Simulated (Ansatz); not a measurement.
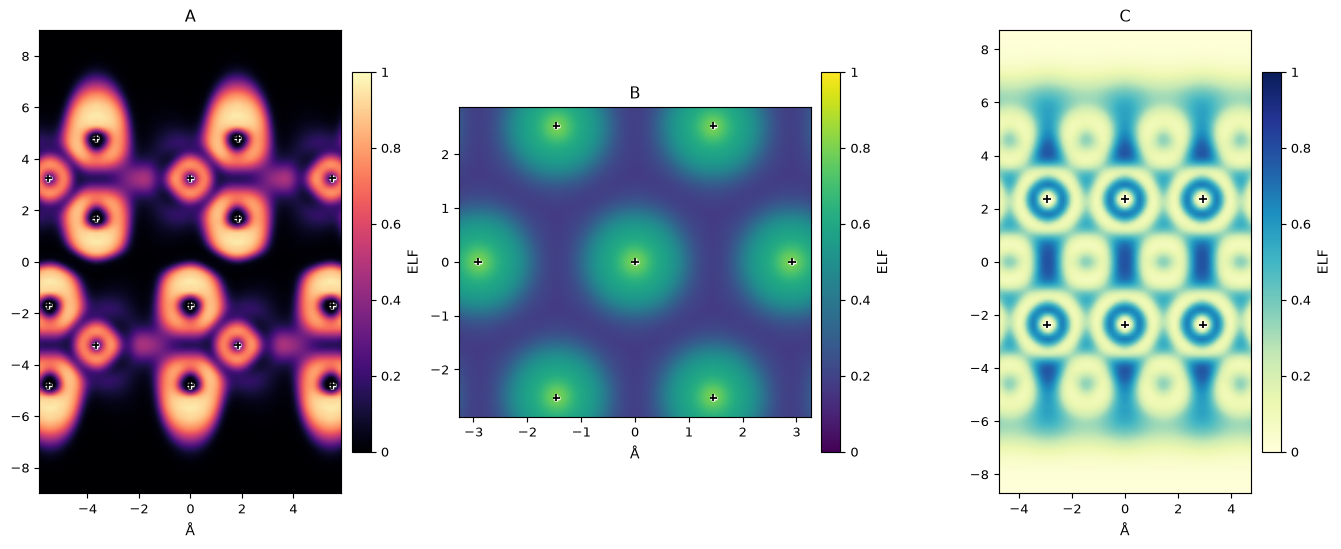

The electron localisation function of 3 systems, each on a plane through atoms (crosses mark nuclei in the plane).

All numbers below come from Ansatz 0.2.0, DFT r2SCAN, scalar-relativistic, plane waves, PAW.

System 1: Ti (slab), the (010) plane of the calculation cell, a cut from vacuum to vacuum. Computed without spin polarisation.

```xyz
5
Lattice="2.9352 0.0000 0.0000 -1.4676 2.5419 0.0000 0.0000 0.0000 24.2761" Properties=species:S:1:pos:R:3 pbc="T T T"
Ti    0.0000    1.6946    7.6176
Ti    1.4676    0.8473    9.7697
Ti    0.0000    1.6946   12.1380
Ti    1.4676    0.8473   14.5064
Ti    0.0000    1.6946   16.6585
```

System 2: Au, the (111) plane of the conventional cell. Space group Fm-3m; computed without spin polarisation.

```xyz
4
Lattice="4.1240 0.0000 0.0000 0.0000 4.1240 0.0000 0.0000 0.0000 4.1240" Properties=species:S:1:pos:R:3 pbc="T T T"
Au    0.0000    0.0000    0.0000
Au    2.0620    2.0620    0.0000
Au    2.0620    0.0000    2.0620
Au    0.0000    2.0620    2.0620
```

System 3: MoS$_{2}$ (slab), the (110) plane of the calculation cell, a cut from vacuum to vacuum. Computed without spin polarisation.

Q: Match each panel to its system.

A: Panel A is system 3, MoS$_{2}$: the plane holds S and Mo. Mo–S (2.41 Å): the ELF peaks at about 0.85 in the valence shell of S, 0.8 Å from its nucleus, and is about 0.45 at the midpoint. Panel B is system 2, Au: the plane holds Au. Au–Au (2.92 Å): the ELF is about 0.20 at the midpoint (no localised pair shows between them). Panel C is system 1, Ti: the plane holds Ti. Ti–Ti (2.94 Å): the ELF is about 0.25 at the midpoint: no localised pair shows between them.
